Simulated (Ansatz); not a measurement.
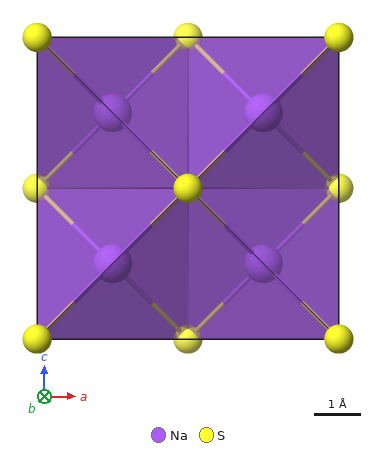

Starting structure of solid Na2S (built on the measured structure type). The picture is a polyhedral view of the conventional cell (4 times the calculation's cell), seen along the b axis. Lengths and directions refer to the drawn axes.

Theory: DFT, r2SCAN, plane waves, PAW in Ansatz 0.2.0.

Input
```yaml
crystal:
  lattice:
    - [0.0, 3.2840056473, 3.2840056473]
    - [3.2840056473, 0.0, 3.2840056473]
    - [3.2840056473, 3.2840056473, 0.0]
  atoms:
    - { symbol: Na, position: [0.25, 0.25, 0.25] }
    - { symbol: Na, position: [0.75, 0.75, 0.75] }
    - { symbol: S, position: [0.0, 0.0, 0.0] }
kpoints:
  mp_grid: { grid: [6, 6, 6] }
hamiltonian:
  xc: r2scan
scf:
  occupations: { method: fermi_dirac, width: 0.02 }
relax:
  f_tol: 0.005
  cell: {}
```

Run as
```bash
ansatz run input.yaml --threads 2 --pin off --max-ram 2211MiB --backend cpu --events-out ev --progress --plain --runs-dir out
```

> What does the optimiser find from here?

No atom moves by more than 0.005 Å relative to the cell. The drawn cell changes as follows: a = b = c 6.568 → 6.511 Å (−0.9 %); the volume changes by −2.6 %. Some distances before and after: Na1–Na2 3.284 → 3.255 Å, Na1–S3 2.844 → 2.819 Å. The space group stays Fm-3m (No. 225). The energy falls by 4.4 meV per cell of the calculation in 2 accepted moves (3 points after the start). All forces vanish by symmetry, so only the cell relaxes. The pressure goes from −0.76 to 0.01 GPa. At 1 point the geometry stayed and the basis and grid were re-selected for the new cell (energy shift of 0.2 meV per cell of the calculation at most each time).

Step by step:

```
step  E − E(0), meV/atom  pressure, GPa  volume, Å³/atom                      note
   0                0.00          -0.76           23.611                          
   1               -1.38          -0.22           23.176                          
   2               -1.52           0.01           23.000                          
   3               -1.46           0.01           23.000  same geometry, new basis
```

After the run, drawn alike:

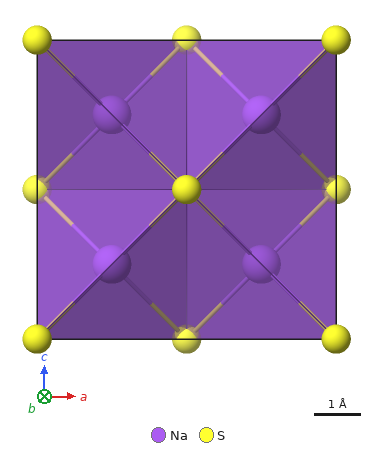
